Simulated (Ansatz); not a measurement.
**Two runs on Co**

System: Co (P6₃/mmc, 4 atoms in the cell).
Method of the first run: DFT, revPBE, plane waves (420 eV) with PAW, scalar-relativistic, spin-polarised (Ansatz 0.2.0).

Text and figures count atoms from 1; the logs count them from 0 in places.

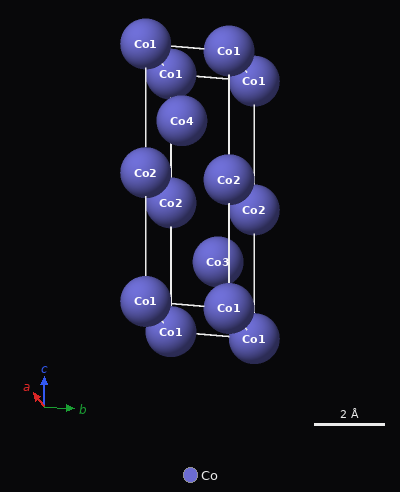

The input geometry (spheres-only view of the cell of the calculation, seen at an oblique angle; atoms are numbered from 1 in the order of the input).

## The input, the first run
```yaml
crystal:
  lattice:
    - [2.4431111993, 0.0, 0.0]
    - [-1.2215555997, 2.1157963629, 0.0]
    - [0.0, 0.0, 7.9233438801]
  atoms:
    - { symbol: Co, position: [0.0, 1.0, 1.0], spin: -1.736 }
    - { symbol: Co, position: [0.0, 0.0, 0.5], spin: -1.736 }
    - { symbol: Co, position: [0.3333333333, 0.6666666667, 0.25], spin: -1.753 }
    - { symbol: Co, position: [0.6666666667, 0.3333333333, 0.75], spin: -1.753 }
hamiltonian:
  xc: revpbe
  pseudopotentials:
    kind: paw
    azcp:
      Co: "pseudopotentials/Co.paw.azcp"
basis:
  ecutwfc: 420
  fft_grid_basis: typed
kpoints:
  mp_grid: { grid: [16, 16, 5], shift: [0, 0, 0] }
magnetization:
  spin_polarized: true
scf:
  occupations: { method: fermi_dirac, width: 0.05 }
  lower_state_search: "off"
output:
  stress: true
  write_density: true
  write_potential: true
  elf: true
  volumetric_format: npy
```

Hardware: 2 threads of an x86-64 CPU, shared host.

## Output, shortened to warnings, some set-up lines, iterations and results (the first run)
```
Basis set: ecut = 420 eV, 765 PW (Γ)
Symmetry: 24 space group operations
k-points: 90 of 1280
Initial density: superposition of atomic densities (chi_scale 0.1, normalization cell)
[...]
SCF iter   1: F=—  HF=-20518.109117 eV  |F-HF|=—  |Δ(HF+E_count)|=         —  Δρ=5.33e-2 (↑5.33e-2 ↓1.63e-2)  dr2=6.01e-1  dr2_m=3.30e-1  M=-6.296 μB ∫|m|=6.420 μB  β_m=0.30  …
SCF iter   2: F=—  HF=-20518.158809 eV  |F-HF|=—  |Δ(HF+E_count)|=   4.97e-2  Δρ=3.33e-2 (↑3.33e-2 ↓1.71e-2)  dr2=1.17e-1  dr2_m=2.22e-1  M=-6.300 μB ∫|m|=6.513 μB  β_m=0.30  …
SCF iter   3: F=—  HF=-20518.287032 eV  |F-HF|=—  |Δ(HF+E_count)|=   1.28e-1  Δρ=6.13e-2 (↑6.13e-2 ↓2.60e-2)  dr2=2.24e0  dr2_m=2.89e-1  M=-6.291 μB ∫|m|=6.577 μB  β_m=0.30  …
SCF iter   4: F=—  HF=-20518.259057 eV  |F-HF|=—  |Δ(HF+E_count)|=   2.80e-2  Δρ=1.82e-2 (↑1.82e-2 ↓1.62e-2)  dr2=9.24e-3  dr2_m=1.07e-1  M=-6.306 μB ∫|m|=6.657 μB  β_m=0.30  …
SCF iter   5: F=—  HF=-20518.296677 eV  |F-HF|=—  |Δ(HF+E_count)|=   3.76e-2  Δρ=1.70e-2 (↑1.70e-2 ↓1.55e-2)  dr2=7.58e-2  dr2_m=8.02e-2  M=-6.306 μB ∫|m|=6.706 μB  β_m=0.30  …
[... 9 lines ...]
SCF iter  15: F=—  HF=-20518.343246 eV  |F-HF|=—  |Δ(HF+E_count)|=   8.51e-7  Δρ=1.66e-4 (↑1.66e-4 ↓2.71e-5)  dr2=1.36e-5  dr2_m=1.87e-6  M=-6.352 μB ∫|m|=6.971 μB  β_m=0.69  …
SCF iter  16: F=—  HF=-20518.343245 eV  |F-HF|=—  |Δ(HF+E_count)|=   3.54e-7  Δρ=7.55e-5 (↑7.55e-5 ↓1.03e-5)  dr2=2.92e-6  dr2_m=4.04e-7  M=-6.352 μB ∫|m|=6.971 μB  β_m=0.84  …
SCF iter  17: F=-20518.343245 eV  HF=-20518.343245 eV  |F-HF|=3.46e-8  |Δ(HF+E_count)|=   9.66e-8  Δρ=9.71e-6 (↑9.71e-6 ↓1.72e-6)  dr2=3.73e-8  dr2_m=6.42e-9  M=-6.352 μB …
SCF iter  18: F=-20518.343245 eV  HF=-20518.343245 eV  |F-HF|=1.56e-10  |Δ(HF+E_count)|=   2.11e-9  Δρ=7.35e-7 (↑6.40e-7 ↓7.35e-7)  dr2=2.29e-10  dr2_m=1.43e-10  M=-6.352 μB …
SCF 1 converged in 18 iterations: F = -20518.343245 eV  dr2 = 2.29e-10
SCF converged after 18 iterations
an eigenvalue changed by more than its tolerance at an iteration that met the thresholds in force, so the SCF went on 1 time: the last check found none over its tolerance
Magnetization: -6.3523 μB (30.8239 up, 37.1761 down)
Absolute magnetization: 6.9741 μB (∫|ρ↑−ρ↓|, with the PAW one-centre terms)
Spin contamination: 0.1039 ħ² per cell (⟨S²⟩ above its minimum at these occupations)
Per-site moments (μB) at R_I (Å): [(-1.6489548248782657, 1.0030884376688234), (-1.648954824878265, 1.0030884376688236), (-1.6699896537120658, 1.0030884376688236), (-1.669989653712066, 1.0030884376688234)]
Free energy (F): -20518.343245 eV
Harris-Foulkes:  -20518.343245 eV  (|F-HF|=1.56e-10)
Internal energy: -20518.315392 eV  (E = F + TS)
E sigma→0 (E₀):  -20518.329319 eV
Entropy (-TS):   -0.027853 eV (-6.963 meV/atom)
Fermi energy:    20.201569 eV
--- Per-component energies (eV) ---
  E_band       = -886.390200
  E_kinetic    = 1821.843178
  E_local      = -10995.199726  (includes V_loc(G=0)·N_el)
  E_nonlocal   = 1813.875411
  E_hartree    = 4625.968789
  E_xc         = -639.335240
  E_vxc        = -824.382599  (∫ρ·V_xc dr)
  E_paw        = -6075.229327  (= ΣΔE_a)
  E_vpaw       = -1954.465471  (= ΣTr[D̂ρ^β])
  E_aug_tail   = 0.000403  (compensation charges beyond the density's cutoff)
  E_ewald      = -11070.107063
  E_core_change = -0.131816  (= ΣΔE_core)
  E_smearing   = -0.027853  (= −TS)
  E_closure    = -0.000000  (closes the sum)
  Σ components = -20518.343245   (vs F -20518.343245, Δ=0.00e0)
--- Stress (GPa, compression-positive) ---
       19.334451       0.000000       0.000000
        0.000000      19.334451       0.000000
        0.000000       0.000000      19.757216
  P = ⅓ Tr σ = 19.4754 GPa (194.754 kbar)
```

For the second run the input was changed thus:
```diff
-    - [2.4431111993, 0.0, 0.0]
-    - [-1.2215555997, 2.1157963629, 0.0]
-    - [0.0, 0.0, 7.9233438801]
+    - [2.5772420615, 0.0, 0.0]
+    - [-1.2886210308, 2.231957097, 0.0]
+    - [0.0, 0.0, 8.3583486179]
```

Predict how the results change.

With the same functional and potentials, the second run lies 9.7 meV per atom lower. The net moment of the cell goes from −6.35 to −6.92 μB. The pressure goes from 19.48 to −12.69 GPa. The volume per atom goes from 10.24 to 12.02 Å³. The SCF takes 17 iterations against 18. The plane waves at Γ go from 765 to 957.

## Output, shortened to warnings, some set-up lines, iterations and results (the second run)
```
Basis set: ecut = 420 eV, 957 PW (Γ)
Symmetry: 24 space group operations
k-points: 90 of 1280
Initial density: superposition of atomic densities (chi_scale 0.1, normalization cell)
[...]
SCF iter   1: F=—  HF=-20517.971119 eV  |F-HF|=—  |Δ(HF+E_count)|=         —  Δρ=4.82e-2 (↑4.82e-2 ↓2.63e-2)  dr2=1.20e-1  dr2_m=6.01e-1  M=-6.680 μB ∫|m|=6.840 μB  β_m=1.00  …
SCF iter   2: F=—  HF=-20518.032265 eV  |F-HF|=—  |Δ(HF+E_count)|=   6.11e-2  Δρ=1.90e-2 (↑1.90e-2 ↓6.40e-3)  dr2=7.41e-2  dr2_m=5.81e-2  M=-6.653 μB ∫|m|=7.167 μB  β_m=1.00  …
SCF iter   3: F=—  HF=-20518.132084 eV  |F-HF|=—  |Δ(HF+E_count)|=   9.98e-2  Δρ=1.68e-2 (↑1.68e-2 ↓3.97e-3)  dr2=1.19e-1  dr2_m=2.88e-2  M=-6.692 μB ∫|m|=7.329 μB  β_m=0.30  …
SCF iter   4: F=—  HF=-20518.239733 eV  |F-HF|=—  |Δ(HF+E_count)|=   1.08e-1  Δρ=6.94e-3 (↑5.85e-3 ↓6.94e-3)  dr2=3.83e-3  dr2_m=1.62e-2  M=-6.738 μB ∫|m|=7.398 μB  β_m=1.00  …
SCF iter   5: F=—  HF=-20518.285502 eV  |F-HF|=—  |Δ(HF+E_count)|=   4.58e-2  Δρ=3.39e-3 (↑3.39e-3 ↓2.61e-3)  dr2=3.04e-3  dr2_m=3.21e-3  M=-6.778 μB ∫|m|=7.479 μB  β_m=1.00  …
[... 8 lines ...]
SCF iter  14: F=-20518.382059 eV  HF=-20518.382059 eV  |F-HF|=1.78e-8  |Δ(HF+E_count)|=   3.09e-7  Δρ=1.80e-5 (↑1.80e-5 ↓7.74e-6)  dr2=6.01e-8  dr2_m=4.06e-8  M=-6.919 μB …
SCF iter  15: F=-20518.382059 eV  HF=-20518.382059 eV  |F-HF|=4.31e-8  |Δ(HF+E_count)|=   7.00e-8  Δρ=1.10e-5 (↑1.10e-5 ↓2.75e-6)  dr2=5.28e-8  dr2_m=1.14e-8  M=-6.919 μB …
SCF iter  16: F=-20518.382029 eV  HF=-20518.382060 eV  |F-HF|=3.13e-5  |Δ(HF+E_count)|=   1.13e-6  Δρ=2.28e-4 (↑2.28e-4 ↓4.49e-5)  dr2=3.44e-5  dr2_m=3.72e-6  M=-6.919 μB …
SCF iter  17: F=-20518.382059 eV  HF=-20518.382059 eV  |F-HF|=7.46e-8  |Δ(HF+E_count)|=   1.13e-6  Δρ=1.13e-5 (↑1.13e-5 ↓4.03e-6)  dr2=8.47e-8  dr2_m=9.98e-9  M=-6.919 μB …
SCF 1 converged in 17 iterations: F = -20518.382059 eV  dr2 = 8.47e-8
SCF converged after 17 iterations
an eigenvalue changed by more than its tolerance at an iteration that met the thresholds in force, so the SCF went on 2 times, its first undamped step at iteration 15: the last check found none over its tolerance
Magnetization: -6.9187 μB (30.5406 up, 37.4594 down)
Absolute magnetization: 7.7041 μB (∫|ρ↑−ρ↓|, with the PAW one-centre terms)
Spin contamination: 0.1502 ħ² per cell (⟨S²⟩ above its minimum at these occupations)
Per-site moments (μB) at R_I (Å): [(-1.8103341714535373, 1.058159658778242), (-1.8103341714535395, 1.058159658778242), (-1.8256963549625131, 1.058159658778242), (-1.825696354962514, 1.058159658778242)]
Free energy (F): -20518.382059 eV
Harris-Foulkes:  -20518.382059 eV  (|F-HF|=7.46e-8)
Internal energy: -20518.349885 eV  (E = F + TS)
E sigma→0 (E₀):  -20518.365972 eV
Entropy (-TS):   -0.032174 eV (-8.043 meV/atom)
Fermi energy:    16.694948 eV
--- Per-component energies (eV) ---
  E_band       = -1112.601885
  E_kinetic    = 1801.871188
  E_local      = -11907.814858  (includes V_loc(G=0)·N_el)
  E_nonlocal   = 1816.906944
  E_hartree    = 4971.359166
  E_xc         = -632.153462
  E_vxc        = -814.424096  (∫ρ·V_xc dr)
  E_paw        = -6074.416732  (= ΣΔE_a)
  E_vpaw       = -1951.879702  (= ΣTr[D̂ρ^β])
  E_aug_tail   = 0.000332  (compensation charges beyond the density's cutoff)
  E_ewald      = -10493.970647
  E_core_change = -0.131816  (= ΣΔE_core)
  E_smearing   = -0.032174  (= −TS)
  E_closure    = -0.000000  (closes the sum)
  Σ components = -20518.382059   (vs F -20518.382059, Δ=0.00e0)
--- Stress (GPa, compression-positive) ---
      -12.709199      -0.000000      -0.000000
       -0.000000     -12.709199      -0.000000
       -0.000000      -0.000000     -12.651036
  P = ⅓ Tr σ = -12.6898 GPa (-126.898 kbar)
```

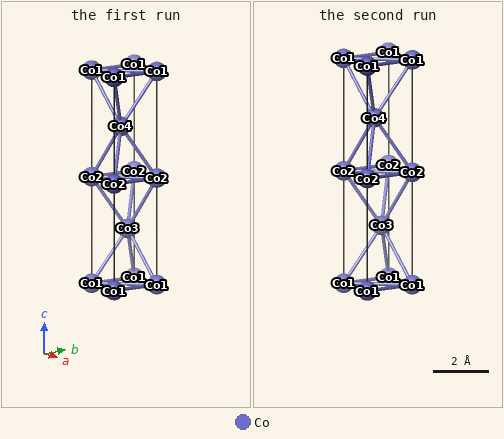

The two input geometries at one scale (ball-and-stick view of the cell of the calculation, seen slightly off an axis). No atom moves by more than 0.005 Å relative to the cell. The drawn cell changes as follows: a = b 2.443 → 2.577 Å (+5.5 %), c 7.923 → 8.358 Å (+5.5 %); the volume changes by +17.4 %. Among the contacts that change: Co1–Co1 2.443 → 2.577 Å, Co1–Co3 2.432 → 2.565 Å.

## The two runs side by side

| quantity | the first run | the second run |
| --- | --- | --- |
| outcome | converged | converged |
| free energy per atom (eV) | −5129.5858 | −5129.5955 |
| energy per atom, smearing taken to zero (eV) | −5129.5823 | −5129.5915 |
| net moment of the cell (μB) | −6.35 | −6.92 |
| absolute moment of the cell (μB) | 6.97 | 7.70 |
| pressure (GPa) | 19.48 | −12.69 |
| volume per atom (Å³) | 10.24 | 12.02 |
| SCF iterations | 18 | 17 |
| irreducible k-points | 90 | 90 |
| plane waves at Γ | 765 | 957 |
| wall time (shared host) | 23 s | 30 s |

For the first run: The cell is under a pressure of 19.5 GPa at this level, so it is not at its equilibrium volume. For the second run: The cell is under a tension of 12.7 GPa at this level, so it is not at its equilibrium volume.
